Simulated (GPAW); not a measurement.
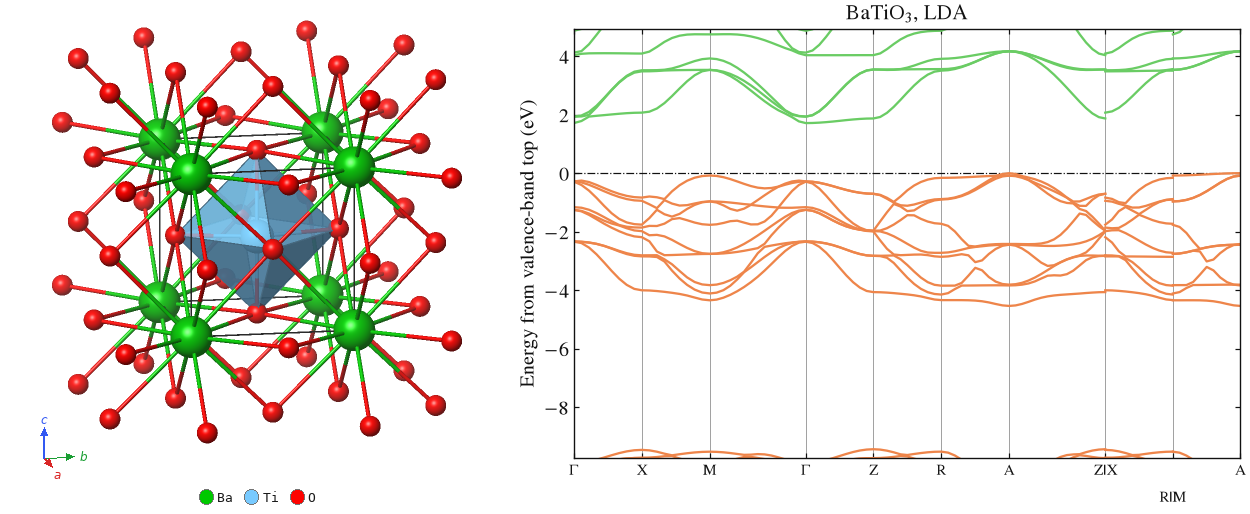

Band structure, beside the structure. Energies are counted from the top of the valence band.

Structure: BaTiO₃, space group P4mm (No. 99), 5 atoms in the cell; a = 4.000 Å, c = 4.018 Å (tetragonal axes).

Computed with GPAW 26.7.0: LDA, PAW data sets generated in the run's folder for this functional, no spin polarisation, no spin-orbit coupling, 4×4×4 k mesh, 800 eV cutoff.

Question: Read off the fundamental gap and say whether it is direct.

Answer: A semiconductor. The gap along this path is 1.71 eV and indirect, from the valence-band top at A to the conduction-band bottom at Γ; the smallest direct gap is 2.00 eV, at Γ. At M the top valence band lies only 0.08 eV lower.

The k mesh is coarse. LDA, GGA and most meta-GGA functionals understate gaps. The cell is at −7 GPa in this functional.
